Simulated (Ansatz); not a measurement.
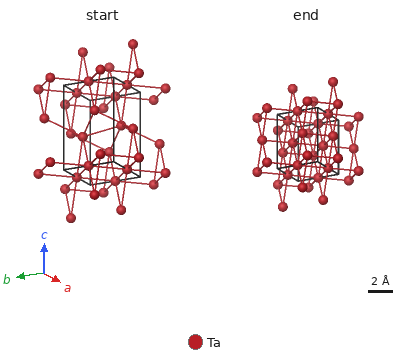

The structure of solid Ta (a generated structure, set up in Cmme) (coarse preliminary run) before (left) and after (right) a relaxation, at one scale.

A ball-and-stick model of the cell of the calculation, seen from a free direction.

The calculation used Ansatz 0.2.0, DFT PBE, scalar-relativistic, plane waves, PAW. Settings: plane-wave cutoff 420 eV; k-point mesh 4 × 4 × 2; occupations gaussian; smearing width 0.1 eV; no spin polarisation; cell and atoms relaxed; force threshold 0.04 eV/Å; at most 70 steps.

> Describe what moved and what it gained.

The largest moves relative to the cell, 0.43 Å, are those of Ta atoms. The drawn cell changes as follows: a = b 4.915 → 4.003 Å (−18.6 %), c 7.673 → 4.918 Å (−35.9 %), γ 90.0° → 87.3°; the volume changes by −57.5 %. Among the contacts that change: Ta–Ta 4.832 → 2.854 Å, Ta–Ta 3.728 → 2.762 Å, Ta–Ta 3.725 → 2.897 Å, Ta–Ta 3.610 → 2.854 Å. New bonds form: Ta–Ta (4.83 → 2.85 Å). Bond angles that change, for instance: Ta–Ta–Ta 137.7° → 180.0°, Ta–Ta–Ta 82.4° → 59.5°, Ta–Ta–Ta 139.9° → 120.5°. The space group (tolerance 0.01 Å) goes from Cmme (No. 67) to Cmmm (No. 65). The energy falls by 3979 meV per atom in 12 accepted moves (13 points after the start). The largest force component goes from 0.44 to 0.00077 eV/Å. Pressure: −21.75 GPa at the start and −0.03 GPa at the end. The SCF was repeated once at an unchanged geometry on a basis and grid sized afresh for the cell, which shifted the energy by 0.9 meV per atom at most.

Limits of the set-up: the k-point mesh is coarse for a cell with partly filled bands.
